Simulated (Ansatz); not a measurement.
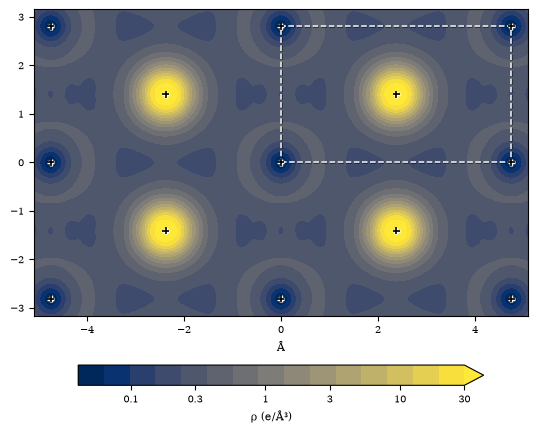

The valence pseudo-density on a plane through atoms (crosses mark nuclei in the plane).

All numbers below come from DFT PBE, scalar-relativistic, plane waves, PAW in Ansatz 0.2.0.

Candidates:
A. Si$_{3}$Ge, a = 4.75 Å, b = 4.75 Å, c = 2.81 Å, α = 90.00°, β = 90.00°, γ = 90.00°. Space group P4/mmm; a structure generated by program, which may or may not match a known phase.
B. Sn$_{2}$Ge$_{3}$, a = 8.02 Å, b = 8.02 Å, c = 6.28 Å, α = 90.00°, β = 90.00°, γ = 120.00°. Space group P6/mmm; a structure generated by program, which may or may not match a known phase.
C. WC, a = 2.94 Å, b = 2.94 Å, c = 3.03 Å, α = 90.00°, β = 90.00°, γ = 90.00°. Space group P4/mmm; a structure generated by program, which may or may not match a known phase.

Q: Which system is this?

A: Candidate A: Si$_{3}$Ge on the (010) plane of the conventional cell, which holds Si and Ge. Si–Ge (2.76 Å): ρ is about 0.27 e/Å³ halfway. Ge–Ge (2.81 Å): the density is about 0.25 e/Å³ at the midpoint.
